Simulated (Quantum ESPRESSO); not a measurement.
# Energy of MnS along an even scaling of the cell

System: MnS (F-43m, 2 atoms in the cell).
Method: Kohn-Sham DFT of a periodic cell, PBEsol, GBRV 1.5 PBEsol, spin-polarised (Quantum ESPRESSO 7.5).

The 5 runs differ only in the geometry, by an even scaling of the cell at fixed fractional positions. The structure derives from a Materials Project entry.

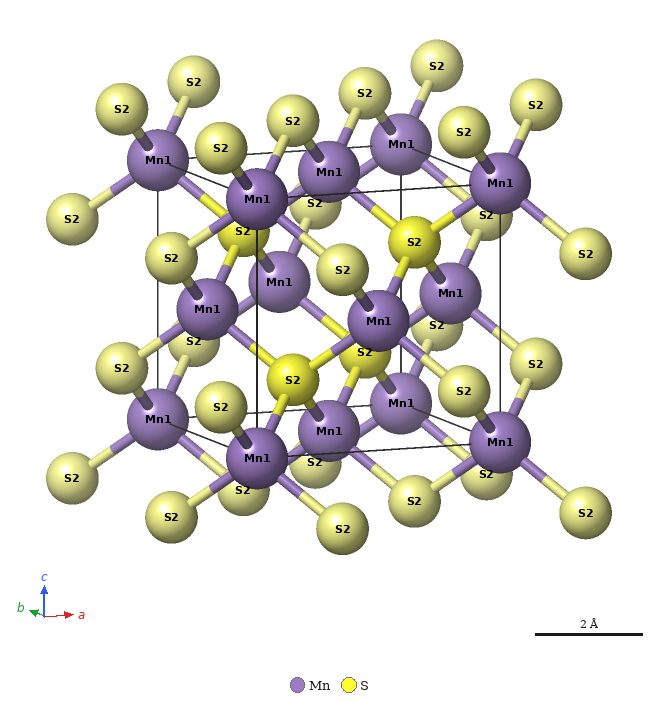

Figure 1. The structure of run 3 (ball-and-stick view of the cell 4 times as large as that of the calculation, set on its symmetry axes, seen slightly off an axis; neighbours outside the cell are drawn fainter; atoms are numbered from 1 in the order of the input). An atom can appear more than once, as a periodic image.

**Input of run 3**
```
&CONTROL
  calculation = 'scf'
  prefix = 'pwscf'
  outdir = './tmp'
  pseudo_dir = './pseudo'
  tprnfor = .true.
  tstress = .true.
  disk_io = 'nowf'
/
&SYSTEM
  ibrav = 0
  nat = 2
  ntyp = 2
  ecutwfc = 45
  ecutrho = 360
  nbnd = 20
  occupations = 'smearing'
  smearing = 'fd'
  degauss = 0.00367493
  nspin = 2
  starting_magnetization(1) = 0.2667
  starting_magnetization(2) = 0
/
&ELECTRONS
  conv_thr = 4d-10
  electron_maxstep = 120
  mixing_beta = 0.3
/
ATOMIC_SPECIES
Mn    54.9380 mn_pbesol_v1.5.uspp.F.UPF
S     32.0600 s_pbesol_v1.4.uspp.F.UPF
CELL_PARAMETERS angstrom
   0.0000000000    2.4568624933    2.4568624933
   2.4568624933    0.0000000000    2.4568624933
   2.4568624933    2.4568624933    0.0000000000
ATOMIC_POSITIONS crystal
Mn     0.0000000000    0.0000000000    0.0000000000
S      0.7500000000    0.7500000000    0.7500000000
K_POINTS automatic
9 9 9 0 0 0
```

Command:
```bash
OMP_NUM_THREADS=1 mpirun -n 2 pw.x -nk 2 -in pw.in > pw.out
```

Lattice vectors (Å) and fractional positions of run 3:
```
   0.000000    2.456862    2.456862
   2.456862    0.000000    2.456862
   2.456862    2.456862    0.000000
Mn  0.000000  0.000000  0.000000
S   0.750000  0.750000  0.750000
```

Run 2 differs from it as follows:
```diff
-   0.0000000000    2.4568624933    2.4568624933
-   2.4568624933    0.0000000000    2.4568624933
-   2.4568624933    2.4568624933    0.0000000000
+   0.0000000000    2.4400341398    2.4400341398
+   2.4400341398    0.0000000000    2.4400341398
+   2.4400341398    2.4400341398    0.0000000000
```

**Results, with one run withheld**

| run | volume per atom (Å³) | free energy per atom, from the lowest run given (meV) | pressure (GPa) |
| --- | --- | --- | --- |
| 1 | 14.225 | 11.97 | 6.59 |
| 2 | 14.527 | ? | ? |
| 3 | 14.830 | 0.00 | −0.27 |
| 4 | 15.133 | 3.08 | −3.17 |
| 5 | 15.435 | 11.33 | −5.77 |

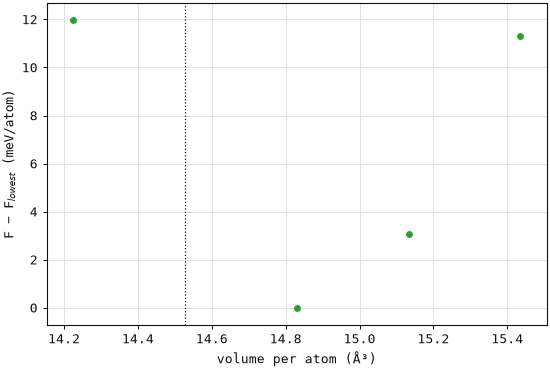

Figure 2. Free energy per atom of the runs given; the dotted line marks run 2.

Estimate the energy of run 2 from the others.

A quadratic polynomial in V^(−2/3) (the Birch–Murnaghan form), fitted to the 4 runs given, misses them by at most 0.02 meV per atom. With x = V^(−2/3) − 0.16519 Å⁻², it reads F = 0.19364 − 652.69 x + 5.7208e+05 x² (meV per atom). At run 2 it gives 2.79 meV per atom, and the run itself gives 2.87. The slope of the fit gives a pressure −dF/dV of 3.11 GPa there, and the run prints 2.88 GPa. The two needn't agree exactly: the fit is approximate, and the printed stress is taken on a finite basis. The fit has its minimum at 14.818 Å³ per atom, where V d²F/dV² gives 151 GPa: the bulk modulus at this level, since symmetry fixes the shape and the positions.

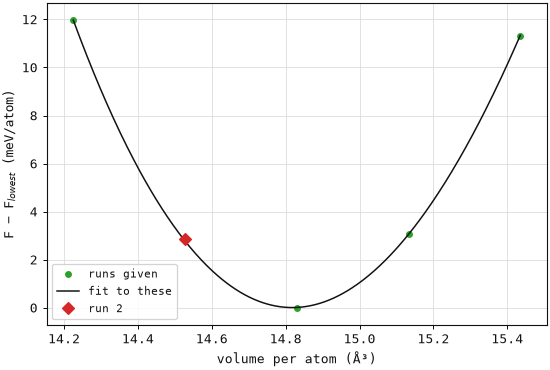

Figure 3. The fit and the withheld run.

**Some lines of the output (run 2)**
```
[...]
     total energy              =    -235.14147859 Ry
     total energy              =    -235.14144697 Ry
     total energy              =    -235.14149102 Ry
     total energy              =    -235.14149090 Ry
     total energy              =    -235.14149118 Ry
     total energy              =    -235.14149121 Ry
     total energy              =    -235.14149076 Ry
     total energy              =    -235.14149101 Ry
     total energy              =    -235.14149111 Ry
     the Fermi energy is    12.1794 ev
!    total energy              =    -235.14149117 Ry
     The total energy is F=E-TS. E is the sum of the following terms:
     Computing stress (Cartesian axis) and pressure
          total   stress  (Ry/bohr**3)                   (kbar)     P=       28.83
```
